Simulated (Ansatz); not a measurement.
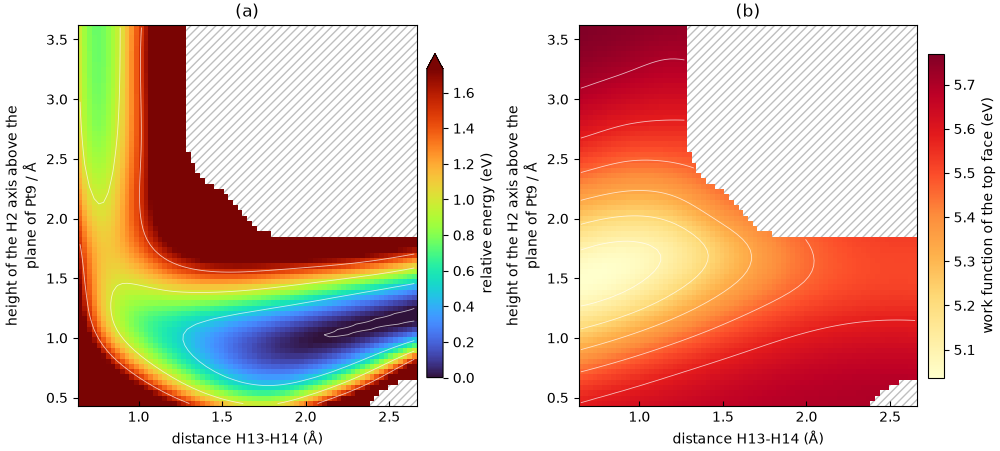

H₂ on a Pt(111) slab cut from the Fm-3m phase, its upper half relaxed before the scan (12 atoms of substrate and one adsorbate in a 2 × 2 cell). H2 lies flat over one site of a rigid substrate while its bond length and height are varied; it sits over a bridge site, heights counted from the top plane, its axis along a direction equivalent to the long diagonal of the hexagonal surface cell. The first coordinate is: distance H13-H14; the second: height of the H2 axis above the plane of Pt9. The scan uses an 8 × 9 grid. At 16 points there is no value (left out: too close to the surface, or the stretched molecule far from it). Points are written as (first, second). Energies: eV, counted from the lowest grid point. Level of theory: DFT PBE, scalar-relativistic, plane waves, PAW (Ansatz 0.2.0). Settings: cutoff 420 eV, k-mesh 6×6×1, gaussian smearing 0.1 eV, no spin polarisation.

Panel (a) is the energy and panel (b) the computed work function of the top face on the same grid.

Drawn: a smooth colour map with a few white contour lines, one colour for all values above the top of the scale, hatched blanks where no value was computed. Between grid points the surface is interpolated.

> How does the work function of the top face vary over the map, and what is it at the lowest grid point?

Leaving out the highest fifth of the energies, it runs from 5.05 eV at (0.650 Å, 1.41 Å) to 5.77 eV at (0.650 Å, 3.60 Å). At the lowest grid point, (2.235 Å, 1.09 Å), it is 5.59 eV.

```csv
"second ↓, first →",0.650,0.750,0.919,1.181,1.495,1.849,2.235,2.650
3.60,5.77,5.76,5.75,5.74,–,–,–,–
3.00,5.68,5.67,5.65,5.63,–,–,–,–
2.60,5.55,5.54,5.51,5.51,–,–,–,–
2.05,5.28,5.26,5.24,5.26,5.38,–,–,–
1.73,5.10,5.08,5.07,5.12,5.26,5.41,5.49,5.51
1.41,5.05,5.05,5.09,5.19,5.33,5.44,5.51,5.52
1.09,5.21,5.24,5.29,5.38,5.47,5.54,5.59,5.60
0.77,5.43,5.45,5.49,5.54,5.60,5.64,5.66,5.67
0.45,5.58,5.59,5.61,5.64,5.67,5.69,5.70,–
```

PAW datasets: the set soft_1.
